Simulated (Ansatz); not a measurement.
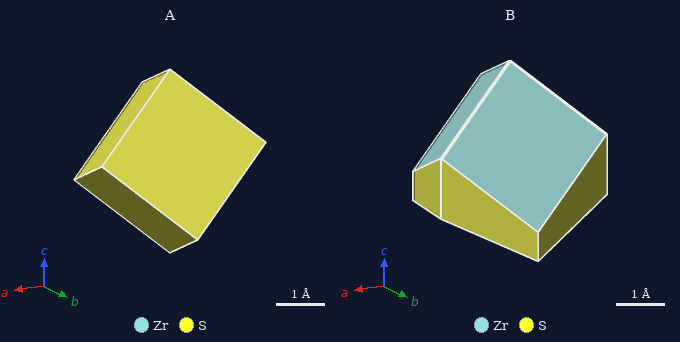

Computed Voronoi cells of the 2 sites of this structure, drawn to one scale and in one orientation; each face has the colour of the neighbour behind it.

ZrS2, space group P-3m1 (No. 164), a = 3.627 Å, b = 3.627 Å, c = 5.887 Å, α = 90.00°, β = 90.00°, γ = 120.00°

```tsv
site	Wyckoff	x	y	z
Zr	1a	0.0000	0.0000	0.0000
S	2d	0.6667	0.3333	0.7532
```

Origin: the end point of a relaxation with DFT PBEsol, scalar-relativistic, plane waves, PAW (Ansatz).

Which cell belongs to which site?

Answer. A is Zr (6 faces above 1 % of the solid angle, 16.6 Å³, facing only S); B is S (12 faces above 1 % of the solid angle, 25.3 Å³, facing Zr 50 %, S 50 %).
